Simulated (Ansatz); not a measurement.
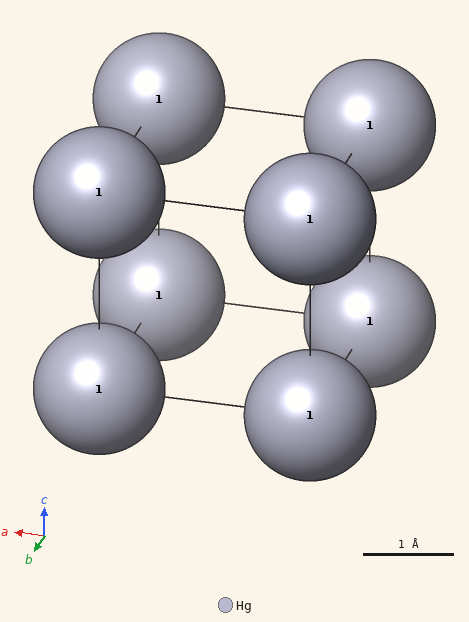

Fig. 1: The structure (spheres-only view of the cell of the calculation, seen at an oblique angle; atoms are numbered from 1 in the order of the input). An atom can appear more than once, as a periodic image.

## Hg: single-point calculation

Hg (Pm-3m, 1 atom in the cell), computed with DFT, PBE, all-electron PAW with datasets made for the crystal, scalar-relativistic, no spin polarisation (Ansatz 0.2.0).

Its volume is 0.50 times that of the source entry. It belongs to a series of runs on one base structure; here: volume scaled by 0.5, crystal datasets. Figures and captions count atoms from 1; the log counts them from 0 in places.

## The input
```yaml
crystal:
  lattice:
    - [2.4609561562, 0.0, 0.0]
    - [0.0, 2.4609561562, 0.0]
    - [0.0, 0.0, 2.4609561562]
  atoms:
    - { symbol: Hg, position: [0.0, 0.0, 0.0] }
kpoints:
  mp_grid: { grid: [12, 12, 12] }
scf:
  occupations: { method: fermi_dirac, width: 0.08 }
hamiltonian:
  xc: pbe
  pseudopotentials: { kind: all_electron, datasets: crystal }
output:
  forces: true
  stress: true
  eigenvalues: true
```

Machine: 1 thread of Arm Neoverse V2, 112 GiB of memory available, shared host.

Command:
```bash
ansatz run input.yaml --threads 1 --pin off --max-ram 2048MiB --backend cpu --events-out ev --progress --plain --runs-dir out
```

## What the program printed
```
hamiltonian.pseudopotentials.datasets: crystal makes datasets for this crystal and solves the spheres of its atoms anew in each pass: cutoff 360.0 eV, the density's 1440.0 eV; recipe e8981a31fea6.33, for an error of 0.50 meV an atom under PBE, 0.5 meV for the cell; an energy difference from a run of another recipe may be off by several times the error for the cell, under r2SCAN by more, where some 0.1 meV an atom stays at smaller errors; Hg in spheres of 1.228 Å, 12 of its electrons in bands, 8 on its site; only band paths and densities of states list, in semicore columns, the levels of the semicore shells that are solved separately: 5s of Hg, 5p of Hg
Engine: ansatz 0.2.0, aarch64-unknown-linux-gnu
Pseudopotentials: kind: all_electron
Pseudopotential: Hg, paw, valence charge 20, recommended cutoff 360 eV (normal), crystal/all_electron/pbe/scalar/gaussian/Hg, Koelling and Harmon's equation, gaussian nucleus
Functional definition: PBE
  parameter kappa = 0.804
  parameter beta = 0.06672455060314922
  exchange = pbe_x(kappa = kappa, mu = beta*pi^2/3)
  correlation = pbe_c(beta = beta)
Crystal: 1 atoms, lattice volume = 14.904 Å³
Basis set: ecut = 360 eV, 251 PW (Γ), exchange–correlation on 32×32×32 points (8 copies of the dense FFT grid, shifted against one another)
Bands: 10, of which v1, the nominal top of the filled ones, is band 6 counted from 1 (5 counted from 0)
Symmetry: 48 space group operations
Space group: Pm-3m (ITA 221), of the structure as read, at distance tolerance 2.5e-5 Å
k-points: 84 of 1728
Non-local potential: Hg, projectors of the file, l = 0: 1, l = 1: 1, l = 2: 2
PAW form: soft (Blöchl's): semilocal exchange-correlation on the pseudo side does not see the compensation charge
PAW one-centre angular grid: Hg, 590 points (default); XC on its mesh's 1775 points in the sphere
Initial density: superposition of atomic densities (neutral atoms: chi_scale 0, normalization atom)
Initial wavefunctions: pseudopotential atomic-orbital guess
Functional: x = pbe(κ = 0.804, μ = 0.2195149727645171), c = pbe(β = 0.06672455060314922)
iter 1 solved again at ethr=2.95e-3 eV; its pass at ethr=1.00e-1 eV (dr2=3.54e-1 eV) is discarded
SCF iter   1: F=—  HF=-533827.232537 eV  |F-HF|=—  |Δ(HF+E_count)|=         —  Δρ=5.13e-2  dr2=3.75e-1  ethr=2.95e-3  ⟨swp⟩=3.2  Hψ=5300  notcnv=0
preconditioner: auto → none  [metal: Δε(μ)=0.040 eV  Ē_g=19.523 eV  σ=0.080 eV  W_gap=0.12  n_scr=6 (ndim 8)  ℏωp=33.3 eV  f_vac=0.000  D(μ)=0.43/eV (n_scr^D=0)  sad-step TF]
SCF iter   2: F=—  HF=-533827.159050 eV  |F-HF|=—  |Δ(HF+E_count)|=   7.35e-2  Δρ=3.00e-2  dr2=1.33e-1  ethr=2.95e-3  ⟨swp⟩=2.1  Hψ=1691  notcnv=0
iter 3 solved again at ethr=9.46e-5 eV; its pass at ethr=1.11e-3 eV (dr2=1.13e-2 eV) is discarded
SCF iter   3: F=—  HF=-533827.102739 eV  |F-HF|=—  |Δ(HF+E_count)|=   5.63e-2  Δρ=1.03e-2  dr2=1.14e-2  ethr=9.46e-5  ⟨swp⟩=2.0  Hψ=3973  notcnv=0  defer=1
SCF iter   4: F=—  HF=-533827.103237 eV  |F-HF|=—  |Δ(HF+E_count)|=   4.98e-4  Δρ=6.30e-4  dr2=5.63e-5  ethr=9.46e-5  ⟨swp⟩=3.0  Hψ=1839  notcnv=0
SCF iter   5: F=—  HF=-533827.103727 eV  |F-HF|=—  |Δ(HF+E_count)|=   4.90e-4  Δρ=4.48e-4  dr2=2.00e-5  ethr=4.69e-7  ⟨swp⟩=3.0  Hψ=2434  notcnv=0
SCF iter   6: F=—  HF=-533827.103725 eV  |F-HF|=—  |Δ(HF+E_count)|=   2.04e-6  Δρ=1.32e-4  dr2=1.93e-6  ethr=1.67e-7  ⟨swp⟩=2.0  Hψ=1355  notcnv=0
SCF iter   7: F=-533827.103709 eV  HF=-533827.103709 eV  |F-HF|=0.00e0  |Δ(HF+E_count)|=   1.58e-5  Δρ=5.63e-6  dr2=2.81e-9  ethr=1.61e-8  ⟨swp⟩=3.0  Hψ=1520  notcnv=0
SCF 1 converged in 7 iterations: F = -533827.103708 eV  dr2 = 2.81e-9
  Residual-converged pass: ⟨swp⟩=4.0  Hψ=2187  notcnv=0  max |occ|·‖R‖ = 3.7e-6 eV (tolerance 3.7e-6 eV)  dr2=3.22e-9  dr2_onsite=4.05e-9  max |Δocc| = 4.1e-10
  greatest PAW one-centre occupation: 0.895 electrons in one spin orbital (limit 2), on the Hg atom at site 0 (counted from 0), in its partial waves of l = 2
```

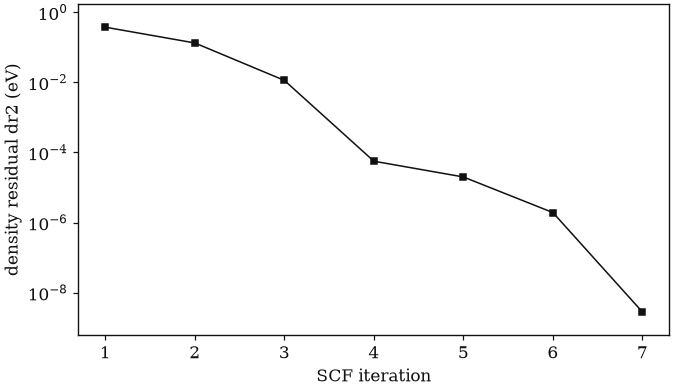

Fig. 2: Convergence of the self-consistent field: density residual dr2 against the SCF iteration. The residual falls at every step.

```
SCF converged after 7 iterations
Free energy (F): -533827.103708 eV
Harris-Foulkes:  -533827.103708 eV  (|F-HF|=0.00e0)
Internal energy: -533827.096195 eV  (E = F + TS)
E sigma→0 (E₀):  -533827.099951 eV
Entropy (-TS):   -0.007513 eV (-7.513 meV/atom)
Past the cutoff: the bands carry plane waves up to 1.75 times it, of which those up to 1.5 times it add -0.000212 eV an atom, each by itself; the spheres take 0.000314 eV an atom off the energy for waves past 1.75 times it
By the cutoff:   a pressure is off by up to 0.009 GPa (1.2 times the spheres' own share and the shells' term, over an atom's volume, and 0.004 GPa: a bound that held against runs at twice the plane waves)
Past the cutoffs: a stress includes 0.0032 GPa for waves and charges beyond them, in addition to the slope of what the spheres take
In the spheres:  the bands' charges fall short by 2.4e-7 e at most (sound up to 1e-3), those of shells solved beside the bands by 5.5e-7 e (sound up to 5e-4)
Fermi energy:    32.434224 eV
--- Per-component energies (eV) ---
  E_band       = 280.346622
  E_kinetic    = 282.486607
  E_local      = -1780.220636  (includes V_loc(G=0)·N_el)
  E_nonlocal   = 244.373247
  E_hartree    = 917.604842
  E_xc         = -130.717008
  E_vxc        = -153.063379  (∫ρ·V_xc dr)
  E_paw        = -537088.272222  (= ΣΔE_a)
  E_vpaw       = -7196.426647  (= ΣTr[D̂ρ^β])
  E_ewald      = -3320.341788
  E_smearing   = -0.007513  (= −TS)
  E_closure    = 7047.990763  (closes the sum)
  Σ components = -533827.103708   (vs F -533827.103708, Δ=0.00e0)
  The terms above E_closure are by the made datasets' own strengths, without shells solved beside the bands.
--- Forces (eV/Å), atoms counted from 1 ---
  atom   1  Hg     0.00000000     0.00000000     0.00000000
  max |Σ_I F_I| component: 8.22e-33 eV/Å
--- Stress (GPa, compression-positive) ---
      134.626688      -0.000000       0.000000
       -0.000000     134.626688       0.000000
       -0.000000       0.000000     134.626688
  P = ⅓ Tr σ = 134.6267 GPa (1346.267 kbar)
  It holds what live shells' own plane waves past their cutoff add
--- Band table (eV; the first three rows and the last of 84) ---
  k-point 0: bands = ["17.8883", "19.3512", "19.3512", "25.4934", "25.4934", "25.4934", "44.5428", "44.5428"]
  k-point 1: bands = ["18.1028", "19.3870", "19.5590", "25.3233", "25.3233", "25.5070", "43.0431", "44.9150"]
  k-point 2: bands = ["18.5974", "19.4862", "20.2894", "24.8820", "24.8820", "25.5445", "40.2736", "45.9390"]
  k-point 83: bands = ["20.3921", "20.3921", "20.3921", "27.3614", "27.3614", "38.7231", "38.7231", "38.7231"]
```

## Summary

```tsv
quantity	value
outcome	converged
space group (tolerance 0.01 Å)	Pm-3m (221)
electrons in bands (core shells apart)	12
free energy	−533827.1037 eV
Fermi energy	32.434 eV
pressure	134.63 GPa
largest force (length of the vector)	under 0.001 eV/Å
wall time	4.6 s
peak memory	0.39 GiB
```

Spin–orbit coupling is left out, which matters for Hg. The cell is under a pressure of 135 GPa at this level, so it is not at its equilibrium volume.
